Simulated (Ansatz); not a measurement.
```cif
data_structure
_symmetry_space_group_name_H-M 'P 1'
_symmetry_Int_Tables_number 1
_cell_length_a 7.5950
_cell_length_b 7.5950
_cell_length_c 2.9023
_cell_angle_alpha 90.000
_cell_angle_beta 90.000
_cell_angle_gamma 120.000
_cell_volume 144.99
loop_
_atom_site_label
_atom_site_type_symbol
_atom_site_fract_x
_atom_site_fract_y
_atom_site_fract_z
_atom_site_occupancy
Si1 Si 0.76732 0.17356 0.25000 1
Si2 Si 0.59376 0.76732 0.75000 1
Si3 Si 0.82644 0.59376 0.25000 1
Si4 Si 0.23268 0.82644 0.75000 1
Si5 Si 0.40624 0.23268 0.25000 1
Si6 Si 0.17356 0.40624 0.75000 1
N1 N 0.02936 0.32975 0.25002 1
N2 N 0.69961 0.02936 0.75002 1
N3 N 0.67025 0.69961 0.25002 1
N4 N 0.97064 0.67025 0.75002 1
N5 N 0.30039 0.97064 0.25002 1
N6 N 0.32975 0.30039 0.75002 1
N7 N 0.33333 0.66667 0.74990 1
N8 N 0.66667 0.33333 0.24990 1
```

Space group P6₃/m; computed pressure about 6 GPa in this cell.

Computed with DFT, PBE, plane-wave PAW, default files, scalar-relativistic in Ansatz 0.2.0.

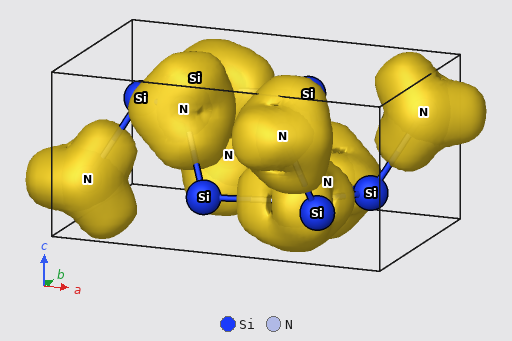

Si₃N₄. Isosurface of the ELF at 0.75 (yellow), seen slightly off an axis. Core shells and regions of very low density are left out. Sticks mark near contacts.

Core electrons are frozen (PAW), and the valence fields are smoothed inside the atomic spheres.

**Describe the localisation domains.**

The surface consists of eight regions on N in which the atom's valence shell and bonds are merged, counted in one cell of 14 atoms. Any copies at cell faces, edges or corners count once. Along the contacts the grid gives the following. Si–N (1.73 Å): the ELF peaks at about 0.90 between the atoms; a polar covalent bond.

**Does the calculation make it a metal, or give it a gap?**

It is gapped, with a Kohn–Sham gap of 4.4 eV on the k-point mesh, an upper bound to the gap of this method.
